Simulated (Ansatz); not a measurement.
A series of calculations on K8Zn8F23

## 1. Relaxation

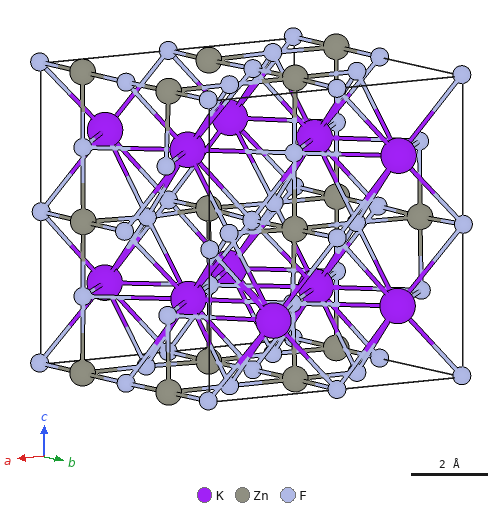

A defect cell of composition K8Zn8F23 (cell charge +1), before the relaxation. A ball-and-stick model of the cell of the calculation (origin shifted), seen from a free direction.

The calculation used Ansatz 0.2.0, DFT, PBEsol, PAW, plane waves.

Input file:
```yaml
crystal:
  lattice:
    - [8.104526, 0.000000, 0.000000]
    - [0.000000, 8.104526, 0.000000]
    - [0.000000, 0.000000, 8.104526]
  atoms:
    - { symbol: K, position: [0.004069, 0.995950, 0.003104] }
    - { symbol: K, position: [0.002767, 0.000128, 0.502673] }
    - { symbol: K, position: [0.995081, 0.497610, 0.003052] }
    - { symbol: K, position: [0.001423, 0.500530, 0.500813] }
    - { symbol: K, position: [0.496115, 0.999330, 0.996385] }
    - { symbol: K, position: [0.498700, 0.005106, 0.503826] }
    - { symbol: K, position: [0.498064, 0.498978, 0.005068] }
    - { symbol: K, position: [0.502823, 0.501084, 0.501505] }
    - { symbol: Zn, position: [0.251938, 0.247551, 0.253806], spin: 1 }
    - { symbol: Zn, position: [0.250122, 0.246768, 0.745916], spin: 1 }
    - { symbol: Zn, position: [0.246509, 0.750185, 0.247695] }
    - { symbol: Zn, position: [0.245389, 0.751576, 0.750032] }
    - { symbol: Zn, position: [0.749675, 0.253387, 0.251640] }
    - { symbol: Zn, position: [0.750296, 0.250247, 0.748843] }
    - { symbol: Zn, position: [0.754413, 0.753181, 0.247963] }
    - { symbol: Zn, position: [0.744195, 0.751281, 0.747672] }
    - { symbol: F, position: [0.249217, 0.249071, 0.999093] }
    - { symbol: F, position: [0.253651, 0.747245, 0.001636] }
    - { symbol: F, position: [0.249095, 0.750805, 0.501053] }
    - { symbol: F, position: [0.749626, 0.251049, 0.003663] }
    - { symbol: F, position: [0.750731, 0.252105, 0.498469] }
    - { symbol: F, position: [0.747037, 0.750243, 0.003189] }
    - { symbol: F, position: [0.753867, 0.750141, 0.499066] }
    - { symbol: F, position: [0.993642, 0.248516, 0.250982] }
    - { symbol: F, position: [0.000173, 0.250283, 0.750883] }
    - { symbol: F, position: [0.003544, 0.750867, 0.249648] }
    - { symbol: F, position: [0.000646, 0.749371, 0.751239] }
    - { symbol: F, position: [0.495345, 0.250764, 0.245940] }
    - { symbol: F, position: [0.500024, 0.250218, 0.751263] }
    - { symbol: F, position: [0.501809, 0.745225, 0.254736] }
    - { symbol: F, position: [0.503670, 0.750638, 0.749139] }
    - { symbol: F, position: [0.244959, 0.999884, 0.250182] }
    - { symbol: F, position: [0.247407, 0.001870, 0.747036] }
    - { symbol: F, position: [0.249446, 0.499992, 0.246310] }
    - { symbol: F, position: [0.247118, 0.503468, 0.749886] }
    - { symbol: F, position: [0.748294, 0.001404, 0.253613] }
    - { symbol: F, position: [0.752044, 0.997970, 0.750697] }
    - { symbol: F, position: [0.749633, 0.497690, 0.250855] }
    - { symbol: F, position: [0.747185, 0.503209, 0.746719] }
  symmetry: { detect: false }
kpoints:
  mp_grid: { grid: [1, 1, 1], shift: [0.25, 0.25, 0.25] }
hamiltonian:
  xc: pbesol
total_charge: 1
magnetization:
  spin_polarized: true
scf:
  occupations: { method: fermi_dirac, width: 0.01 }
relax:
  f_tol: 0.03
  max_steps: 80
  escape_saddle: false
  adjacent_minimum: "off"
output:
  forces: true
  eigenvalues: true
  populations: true
  charged_corrections: { epsilon: 8 }
```

Command:
```bash
ansatz run in.yaml --threads 8 --pin off --max-ram 118750MiB --runs-dir r --events-out ev --progress --plain --backend cuda --devices 0, --max-vram 170GiB
```

> Where does the relaxation end?

After 3 geometry steps the energy has fallen by 1.085 eV per cell of the calculation. The largest force component goes from 1.9 to 0.0044 eV/Å. The largest moves, 0.19 Å, are those of F28 and F34. F34 goes along [0 −1 3]. By element the largest moves are F 0.19 Å, K 0.14 Å, Zn 0.13 Å. The cell doesn't change. Near-neighbour distances that change, for instance: K1–F32 2.797 → 3.006 Å, K7–F28 2.803 → 3.002 Å, K7–F34 2.808 → 2.999 Å, K5–F29 2.843 → 3.002 Å. Among the angles between lasting bonds that change: F33–Zn10–F35 178.3° → 166.0°, F24–Zn9–F28 177.3° → 166.0°, Zn10–F33–Zn12 179.5° → 169.2°. The program noted that the starting moments weren't kept. Cost: 2.8 s on 1 × NVIDIA GB200 with 8 threads of Arm Neoverse-V2, peak memory 1.7 GiB.

Final geometry:

```
K Zn F
1.0
     8.10453    0.00000    0.00000
     0.00000    8.10453    0.00000
     0.00000    0.00000    8.10453
K Zn F
8 8 23
Direct
  0.99442 0.99509 0.00039
  0.99063 0.99125 0.50036
  0.99448 0.50521 0.00037
  0.99073 0.50897 0.50042
  0.50457 0.99524 0.00037
  0.50833 0.99137 0.50040
  0.50448 0.50526 0.00051
  0.50835 0.50897 0.50053
  0.24948 0.25013 0.23945
  0.24941 0.25005 0.76132
  0.24953 0.75020 0.25261
  0.24951 0.75017 0.74808
  0.74949 0.25016 0.25273
  0.74948 0.25015 0.74818
  0.74951 0.75014 0.24927
  0.74949 0.75014 0.75156
  0.24929 0.24946 0.00037
  0.24964 0.75038 0.00031
  0.24936 0.74975 0.50036
  0.74952 0.25015 0.00047
  0.74933 0.25019 0.50042
  0.74929 0.75015 0.00041
  0.74954 0.75010 0.50040
  0.00719 0.25020 0.26944
  0.00698 0.25011 0.73170
  0.00097 0.75018 0.24787
  0.00094 0.75005 0.75285
  0.49187 0.25024 0.26891
  0.49182 0.25003 0.73173
  0.49807 0.75021 0.24813
  0.49803 0.75019 0.75260
  0.24951 0.00777 0.26941
  0.24932 0.00772 0.73133
  0.24962 0.49260 0.26854
  0.24946 0.49240 0.73178
  0.74957 0.00159 0.24814
  0.74951 0.00158 0.75280
  0.74961 0.49870 0.24804
  0.74942 0.49870 0.75275
```

The end point in the same view:

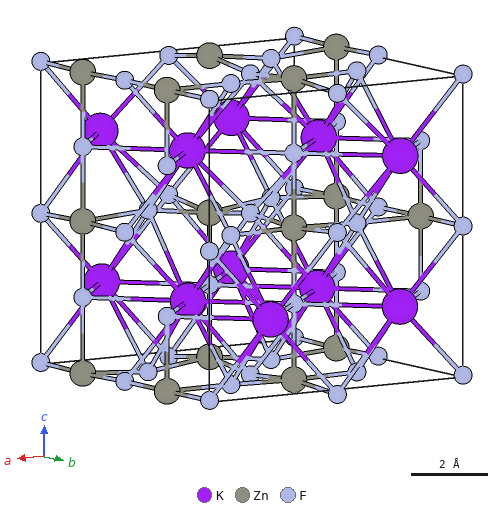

Limits of the set-up: the periodic images lie only 8.1 Å apart, so the values are limited by the cell's size; the cell is charged, on a uniform background, and energies carry no finite-size correction.

## 2. Relaxation

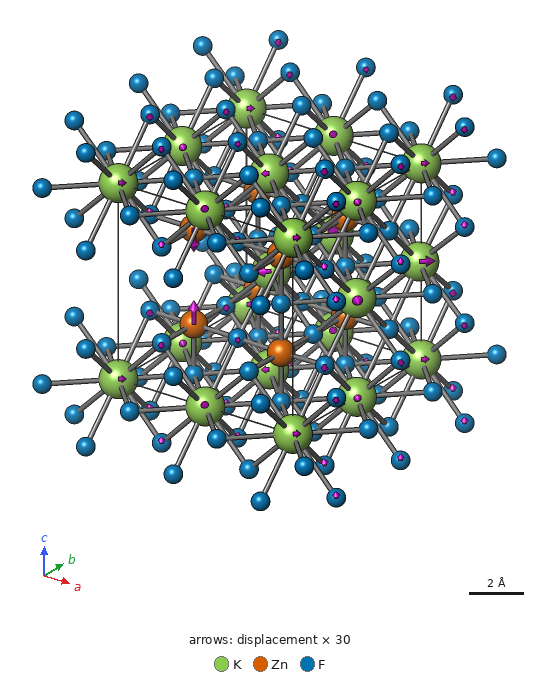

This is a relaxation of a defect cell of composition K8Zn8F23. The starting structure is drawn; purple arrows show the displacements, 30 times their true length.

The picture is a ball-and-stick view of the cell of the calculation, seen from a free direction.

The calculation used DFT, HSE06, PAW, plane waves (Ansatz 0.2.0). Set-up: plane-wave cutoff 420 eV; k-point mesh 1 × 1 × 1; mesh shifted by (0.25, 0.25, 0.25); collinear spin; atoms relaxed in a fixed cell; force threshold 0.03 eV/Å; at most 80 steps.

### What happened in the run?

After 2 geometry steps the energy has fallen by 12.4 meV per cell of the calculation. The largest force component goes from 0.25 to 0.029 eV/Å. The largest moves, 0.034 Å, are those of Zn atoms. Largest moves by element: Zn 0.034 Å, K 0.021 Å, F 0.010 Å. The lattice vectors keep their values. Among the contacts that change: F–Zn 2.071 → 2.104 Å, F–K 2.804 → 2.822 Å, F–K 2.892 → 2.879 Å, F–K 2.856 → 2.844 Å. Bond angles that change, for instance: F–Zn–F 179.8° → 177.4°.

Limits of the set-up: the periodic images lie only 8.1 Å apart, so the values are limited by the cell's size.

## 3. Defect

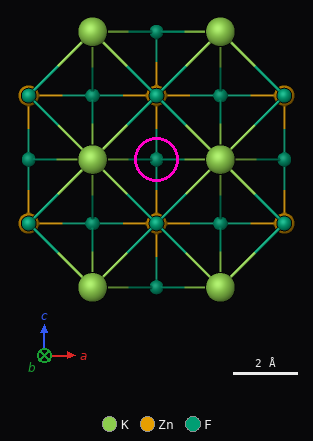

Perfect KZnF3. A ball-and-stick model of the atoms within 5.4 Å of one point, in a slice 4.2 Å thick across the line of sight, seen along the b axis.

Method: DFT, HSE06, PAW, plane waves (Ansatz). Set-up: plane-wave cutoff 420 eV; k-point mesh 1 × 1 × 1; mesh shifted by (0.25, 0.25, 0.25); collinear spin. Fermi-Dirac smearing of 0.01 eV. The axes drawn are those of the host's conventional cell.

A fluorine atom is taken out (a vacancy) at the ringed place, in charge state 0. The supercell has 40 sites, and the atoms are relaxed at the host's cell.

Question: Predict the relaxed surroundings of the defect.

Answer: Around the empty F site the host had 2 Zn at 2.03 Å; after relaxation the nearest atoms are 2 Zn at 1.95 Å. Of the host's atoms, a zinc atom moves furthest from its site, by 0.08 Å. The cell's net moment is 1.00 μB.

The relaxed defect, seen from the same direction:

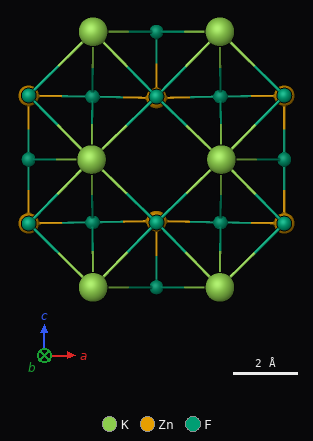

Limits of the set-up: the periodic images lie only 8.1 Å apart, so the values are limited by the cell's size.
